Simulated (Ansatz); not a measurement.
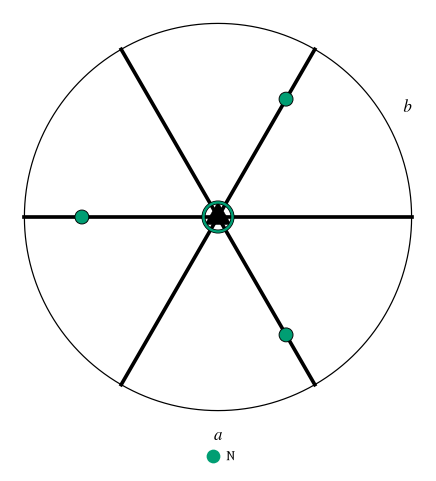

For BN, the end point of a relaxation with DFT PBEsol, scalar-relativistic, plane waves, PAW (Ansatz 0.2.0): directions from one boron atom at (2/3, 1/3, 1.000) to its bonded neighbours, in stereographic projection down c (filled: above the plane of the page or in it, open: below). The drawing is computed from the coordinates (standard cell, symmetry found to 0.002 Å).

Neighbours are counted up to 1.80 Å for N. The symmetry elements of the site are drawn in: heavy lines are mirror planes (a heavy rim: a mirror in the plane of the page); lens, triangle, square and hexagon are 2-, 3-, 4- and 6-fold axes, a lens in an open square is −4, a triangle in an open hexagon −6; thin dashed diameters join the ends of axes that lie in the page; a small open circle marks inversion.

```cif
data_structure
_symmetry_space_group_name_H-M 'P 1'
_symmetry_Int_Tables_number 1
_cell_length_a 2.5410
_cell_length_b 2.5410
_cell_length_c 4.2033
_cell_angle_alpha 90.000
_cell_angle_beta 90.000
_cell_angle_gamma 120.000
_cell_volume 23.50
loop_
_atom_site_label
_atom_site_type_symbol
_atom_site_fract_x
_atom_site_fract_y
_atom_site_fract_z
_atom_site_occupancy
B1 B 0.66667 0.33333 0.99973 1
B2 B 0.33333 0.66667 0.49973 1
N1 N 0.66667 0.33333 0.62527 1
N2 N 0.33333 0.66667 0.12527 1
```

Q: How many neighbours are there, and at what angles?

A: 4: 3 N at 1.56 Å, 1 N at 1.57 Å. Angles between bonds: 109° (3×), 110° (3×).

Q: What is the site's symmetry in the crystal?

A: Point group 3m (C3v), order 6: one threefold axis, three mirror planes. In P6₃mc (No. 186) this is Wyckoff position 2b.
